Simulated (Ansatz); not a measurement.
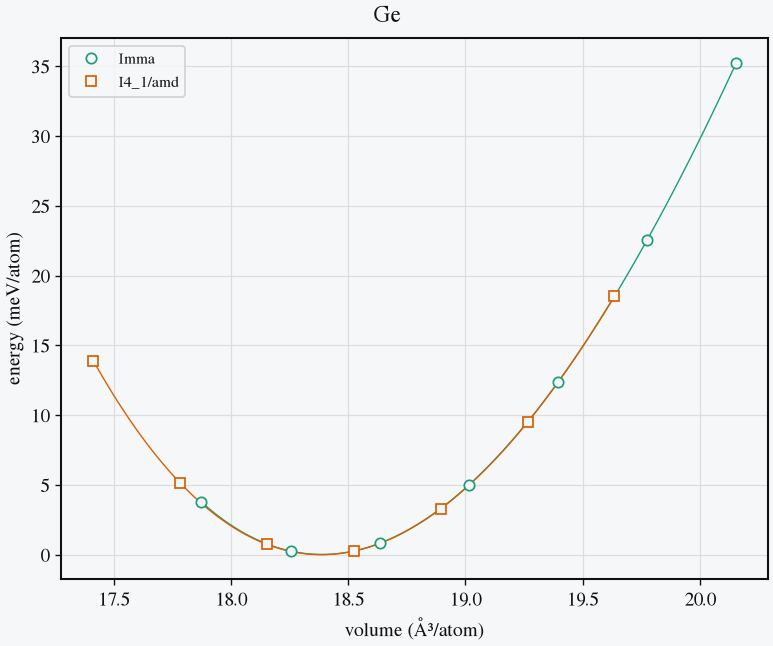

The plot gives the computed energy against volume, with one curve for each structure, for Ge. Each energy curve has its own zero, so the curves don't rank the structures.

How it was computed, with Ansatz 0.2.0: all-electron LAPW DFT, no spin polarisation; energies at scaled volumes of the given cell, shape and fractions fixed, counted from the fit's minimum, third-order Birch-Murnaghan fit. Level: PBEsol.

k mesh 11×11×11; occupations Fermi–Dirac; smearing width 0.05 eV; potentials all electron LAPW, scalar relativistic.

Limits of the calculation: shape and atomic fractions are frozen while scaling, which makes layered, chain and framework solids too stiff.

The computed values:

Imma:
```json
{"volume (Å³/atom)": "17.87", "energy (meV/atom)": "3.75"}
{"volume (Å³/atom)": "18.25", "energy (meV/atom)": "0.24"}
{"volume (Å³/atom)": "18.63", "energy (meV/atom)": "0.81"}
{"volume (Å³/atom)": "19.01", "energy (meV/atom)": "4.98"}
{"volume (Å³/atom)": "19.39", "energy (meV/atom)": "12.36"}
{"volume (Å³/atom)": "19.78", "energy (meV/atom)": "22.55"}
{"volume (Å³/atom)": "20.16", "energy (meV/atom)": "35.26"}
```

I4_1/amd:
```json
{"volume (Å³/atom)": "17.41", "energy (meV/atom)": "13.90"}
{"volume (Å³/atom)": "17.78", "energy (meV/atom)": "5.14"}
{"volume (Å³/atom)": "18.15", "energy (meV/atom)": "0.74"}
{"volume (Å³/atom)": "18.52", "energy (meV/atom)": "0.25"}
{"volume (Å³/atom)": "18.89", "energy (meV/atom)": "3.28"}
{"volume (Å³/atom)": "19.27", "energy (meV/atom)": "9.47"}
{"volume (Å³/atom)": "19.64", "energy (meV/atom)": "18.51"}
```
